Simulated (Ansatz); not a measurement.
TiSi₂: geometry relaxation (part 2 of 2)

Continued. System: TiSi₂ (P4mm, 3 atoms in the cell). Method: DFT PBE, scalar-relativistic, plane waves, PAW, no spin polarisation (Ansatz 0.2.0); cutoff 420 eV, 14×14×10 k-mesh, Gaussian smearing of 0.1 eV. The structure was made by a generator, so it may or may not be a known phase.

Geometry of the input (Å; fractional positions):
```
3.2247  0.0000  0.0000
0.0000  3.2247  0.0000
0.0000  0.0000  5.1349
Ti 0.5000  0.5000  0.2860
Si 0.5000  0.5000  0.7926
Si 0.0000  0.0000  0.0256
```

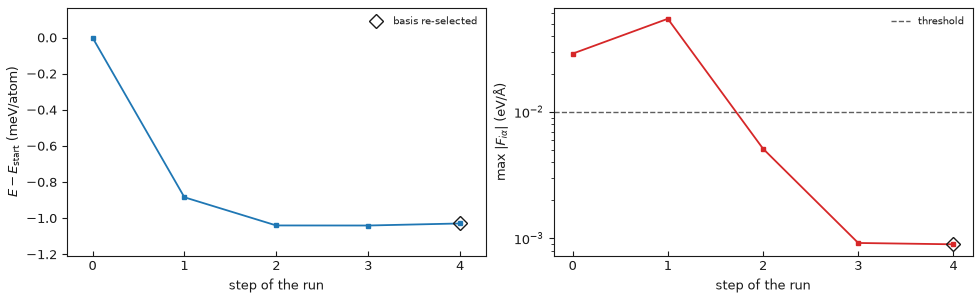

Progress of the relaxation, step by step (the first geometry is step 0 here and step 1 in the log).

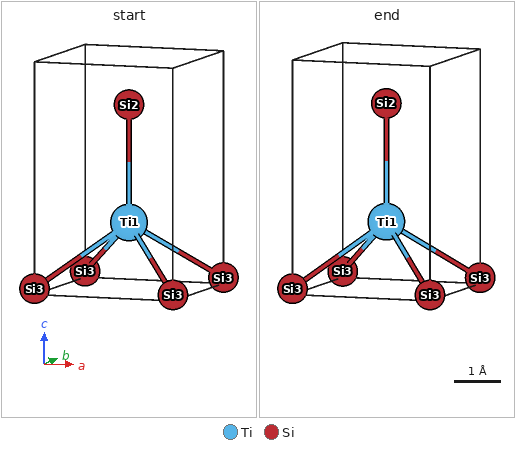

Before (left) and after (right) the relaxation, at one scale (ball-and-stick view of the cell of the calculation, seen slightly off an axis). The energy falls by 1.0 meV per atom in 3 geometry steps. The largest force component goes from 0.029 to 0.0009 eV/Å. Pressure: −0.10 GPa at the start and −0.02 GPa at the end. Ti1 moves most relative to the cell: 0.007 Å. By element the largest moves are Ti 0.007 Å, Si 0.004 Å. Cell: a = b 3.225 → 3.203 Å (−0.7 %), c 5.135 → 5.175 Å (+0.8 %). Volume −0.6 %. Among the contacts that change: Ti1–Si2 2.534 → 2.565 Å, Si2–Si3 2.575 → 2.566 Å. The space group stays P4mm (No. 99). A last SCF at the same geometry on a re-selected plane-wave basis shifts the energy by +0.0 meV per atom. (Atoms are counted from 1 in the order of the input.)

```
basis re-selected at this cell: Δ(F+E_penalty+E_count) = +3.397e-5 eV, ΔP = -0.001 GPa vs the last step (what re-selecting the basis moved, of the pressure what is left beyond the Pulay correction that the steps carried, after the strain that the cell walked since its last selection, with what the two solves' SCF thresholds leave and, on support functions, any second-order correction that the steps lacked; it is no measure of the basis error at this ecutwfc). This SCF's stress stands 2.85e-2 GPa from its target on what of the cell is left free (relax.cell.stress_tol is 5.00e-2 GPa) and its largest allowed force component is 8.99e-4 eV/Å (relax.f_tol is 1.00e-2 eV/Å): within both
SCF converged after 8 iterations
Free energy (F): -3770.744871 eV
Harris-Foulkes:  -3770.744871 eV  (|F-HF|=9.09e-13)
Internal energy: -3770.730436 eV  (E = F + TS)
E sigma→0 (E₀):  -3770.737654 eV
Entropy (-TS):   -0.014435 eV (-4.812 meV/atom)
Fermi energy:    9.429320 eV
--- Per-component energies (eV) ---
  E_band       = -172.413511
  E_kinetic    = 353.912184
  E_local      = -1256.194481  (includes V_loc(G=0)·N_el)
  E_nonlocal   = 60.453527
  E_hartree    = 530.753076
  E_xc         = -208.598218
  E_vxc        = -216.407366  (∫ρ·V_xc dr)
  E_paw        = -2072.844610  (= ΣΔE_a)
  E_vpaw       = -175.683677  (= ΣTr[D̂ρ^β])
  E_aug_tail   = 0.000152  (compensation charges beyond the density's cutoff)
  E_ewald      = -1178.212065
  E_smearing   = -0.014435  (= −TS)
  E_closure    = -0.000000  (closes the sum)
  Σ components = -3770.744871   (vs F -3770.744871, Δ=0.00e0)
--- Forces (eV/Å), atoms counted from 1 ---
  atom   1  Ti    -0.00000000    -0.00000000    -0.00073895
  atom   2  Si    -0.00000000    -0.00000000    -0.00016036
  atom   3  Si    -0.00000000    -0.00000000     0.00089944
  max |Σ_I F_I| component: 1.33e-7 eV/Å
--- Stress (GPa, compression-positive) ---
       -0.015794       0.000000       0.000000
        0.000000      -0.015794      -0.000000
        0.000000      -0.000000      -0.028485
  P = ⅓ Tr σ = -0.0200 GPa (-0.200 kbar)
--- Band table (eV; the first three rows and the last of 216) ---
  k-point 0: bands = ["-47.4406", "-23.7717", "-23.6355", "-23.6355", "-2.6375", "3.6504", "6.0629", "8.5470", "9.1106", "9.1106", "10.0164", "11.3781", "11.4023", "11.4023"]
  k-point 1: bands = ["-47.4406", "-23.7719", "-23.6355", "-23.6355", "-2.6136", "3.4739", "6.2172", "8.5550", "9.0707", "9.0707", "10.1520", "11.3787", "11.4982", "11.4982"]
  k-point 2: bands = ["-47.4406", "-23.7724", "-23.6355", "-23.6355", "-2.5488", "3.0857", "6.5407", "8.5761", "8.9760", "8.9760", "10.5473", "11.3801", "11.7519", "11.7519"]
  k-point 215: bands = ["-47.4150", "-23.7651", "-23.7651", "-23.7398", "3.4981", "4.0219", "4.1985", "4.1985", "7.5388", "7.5691", "9.8728", "9.8728", "10.9457", "10.9457"]
--- Relaxed structure (4 steps of the walk, 4 accepted, 1 SCFs on fresh bases) ---
  F+E_penalty+E_count = -3770.74487145 eV   max|allowed force component| = 8.994e-4 eV/Å   (the final SCF, on the basis selected at the relaxed cell)
  cell:  # Å, volume = 53.0727 Å³
    - [3.202535012283541, 0.0, 3.9582810297003384e-33]
    - [0.0, 3.202535012283541, 0.0]
    - [6.302921991718056e-33, 0.0, 5.174680209276912]
  atoms:
    - { symbol: Ti, position: [0.5, 0.5, 0.2873728756010067] }
    - { symbol: Si, position: [0.5, 0.5, 0.7917788395488599] }
    - { symbol: Si, position: [-2.9861848472429227e-34, 0.0, 0.025058214850133282] }
```

Trajectory as extended XYZ (Å, eV, eV/Å), 5 frames, from step=1 to step=5:
```
3
Lattice="3.2247 0.0000 0.0000 0.0000 3.2247 0.0000 0.0000 0.0000 5.1349" Properties=species:S:1:pos:R:3:forces:R:3 step=1 energy=-3770.74178 pressure_GPa=-0.10
Ti    1.6124    1.6124    1.4686    0.0000   0.0000   0.0289
Si    1.6124    1.6124    4.0698    0.0000   0.0000  -0.0107
Si    0.0000    0.0000    0.1316    0.0000   0.0000  -0.0182
3
Lattice="3.2103 0.0000 0.0000 0.0000 3.2103 0.0000 0.0000 0.0000 5.1639" Properties=species:S:1:pos:R:3:forces:R:3 step=2 energy=-3770.74444 pressure_GPa=-0.03
Ti    1.6052    1.6052    1.4783    0.0000   0.0000   0.0545
Si    1.6052    1.6052    4.0919    0.0000   0.0000  -0.0380
Si    0.0000    0.0000    0.1318    0.0000   0.0000  -0.0165
3
Lattice="3.2024 0.0000 0.0000 0.0000 3.2024 0.0000 0.0000 0.0000 5.1726" Properties=species:S:1:pos:R:3:forces:R:3 step=3 energy=-3770.74490 pressure_GPa=0.03
Ti    1.6012    1.6012    1.4866    0.0000   0.0000  -0.0021
Si    1.6012    1.6012    4.0951    0.0000   0.0000   0.0051
Si    0.0000    0.0000    0.1300    0.0000   0.0000  -0.0030
3
Lattice="3.2025 0.0000 0.0000 0.0000 3.2025 0.0000 0.0000 0.0000 5.1747" Properties=species:S:1:pos:R:3:forces:R:3 step=4 energy=-3770.74491 pressure_GPa=-0.02
Ti    1.6013    1.6013    1.4871    0.0000   0.0000  -0.0007
Si    1.6013    1.6013    4.0972    0.0000   0.0000  -0.0002
Si    0.0000    0.0000    0.1297    0.0000   0.0000   0.0009
3
Lattice="3.2025 0.0000 0.0000 0.0000 3.2025 0.0000 0.0000 0.0000 5.1747" Properties=species:S:1:pos:R:3:forces:R:3 step=5 energy=-3770.74487 pressure_GPa=-0.02
Ti    1.6013    1.6013    1.4871    0.0000   0.0000  -0.0007
Si    1.6013    1.6013    4.0972    0.0000   0.0000  -0.0002
Si    0.0000    0.0000    0.1297    0.0000   0.0000   0.0009
```

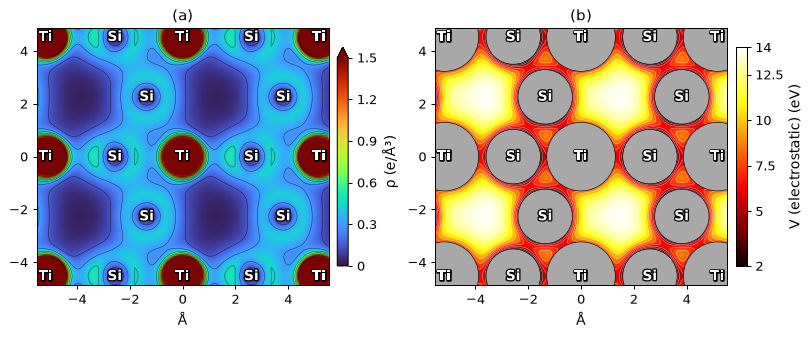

(a) valence electron density; (b) electrostatic potential (local pseudopotential plus Hartree) felt by an electron on the (11̄0) plane of the conventional cell. Grey discs, where drawn, cover atomic cores. Ti–Si (2.56 Å): the density is about 0.34 e/Å³ at the midpoint. Si–Si (2.57 Å): ρ is about 0.37 e/Å³ halfway, a local maximum along the line. Ti–Si (2.61 Å): the density is about 0.34 e/Å³ at the midpoint. Away from the nuclei the density in this plane falls to 0.03 e/Å³ at its lowest. Outside the cores the potential energy rises away from the atoms and is highest about 2.2 Å from the nearest atoms; outside the discs it spans about 11 eV, and its zero is arbitrary. The fields are those of the smooth PAW valence density.

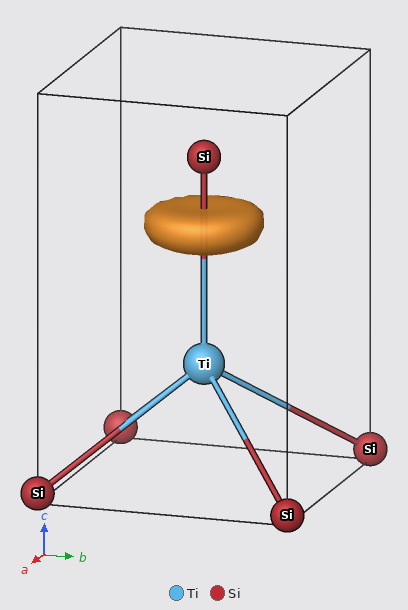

Isosurface of the ELF at 0.85 (orange), seen slightly off an axis. Core shells and regions of very low density are left out. Sticks mark near contacts. The outline is the cell set on symmetry axes. Values along the shortest contacts: Ti–Si (2.56 Å): the ELF is about 0.40 at the midpoint. Si–Si (2.57 Å): the ELF peaks at about 0.75 between the atoms (a covalent bond).

Summary:

```tsv
quantity	value
outcome	converged
space group (tolerance 0.01 Å)	P4mm (99)
electrons treated	20
free energy	−3770.7449 eV
Fermi energy	9.429 eV
gap on the k-point mesh	none (metallic)
pressure	−0.02 GPa
final volume	53.07 Å³
largest force (length of the vector) at the end	0.001 eV/Å
final cell	a = 3.203 Å, b = 3.203 Å, c = 5.175 Å, α = 90.00°, β = 90.00°, γ = 90.00°
hardware	1 thread of Arm Neoverse V1, 24 GiB of memory available, shared host
wall time	97 s
peak memory	0.49 GiB
```
